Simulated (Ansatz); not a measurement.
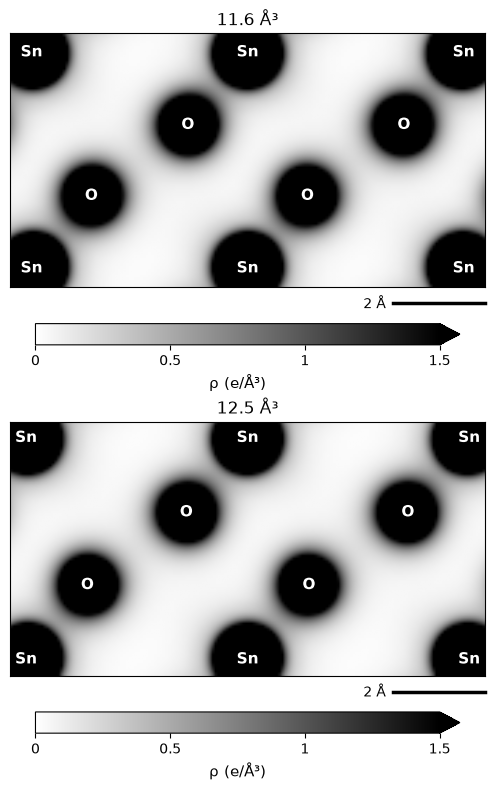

SnO2. The valence electron density of cells scaled evenly to different volumes (given per atom above each panel), on the (001) plane of each (indices in the axes of the cell below), at one length scale and on one colour scale.

PAW files of the earlier set (soft_1).

These are results of DFT PBEsol, scalar-relativistic, plane waves, PAW in Ansatz, not measurements.

In a PAW calculation such maps are meaningful between the atoms, not at the nuclei.

The largest cell:

```
Sn O
1.0
     4.80830    0.00000    0.00000
     0.00000    4.80830    0.00000
     0.00000    0.00000    3.23802
Sn O
2 4
Direct
  0.00000 0.00000 0.00000
  0.50000 0.50000 0.50000
  0.27675 0.33585 0.00000
  0.22325 0.83585 0.50000
  0.72325 0.66415 0.00000
  0.77675 0.16415 0.50000
```

| volume (Å³/atom) | Sn–O contact in the plane (Å) | ρ at its midpoint (e/Å³) | pressure (GPa) | gap on the mesh (eV) | 
| --- | --- | --- | --- | --- |
| 11.57 | 2.041 | 0.658 | 9.1 | 1.68 | 
| 11.87 | 2.058 | ? | ? | ? | 
| 12.48 | 2.093 | 0.593 | −6.2 | 0.95 | 

What values belong in the row with question marks?

Answer. Over the known rows ln ρ falls by 2.00 per Å of Sn–O distance (the line through the two), which gives 0.636 e/Å³ at 2.058 Å; the calculation gives 0.635 e/Å³. For the pressure, a straight line in volume between the neighbouring rows gives 4.1 GPa; the calculation gives 3.3, lower because pressure rises ever faster on compression. For the gap on the mesh, a straight line in volume between the neighbouring rows gives 1.44 eV; the calculation gives 1.42.
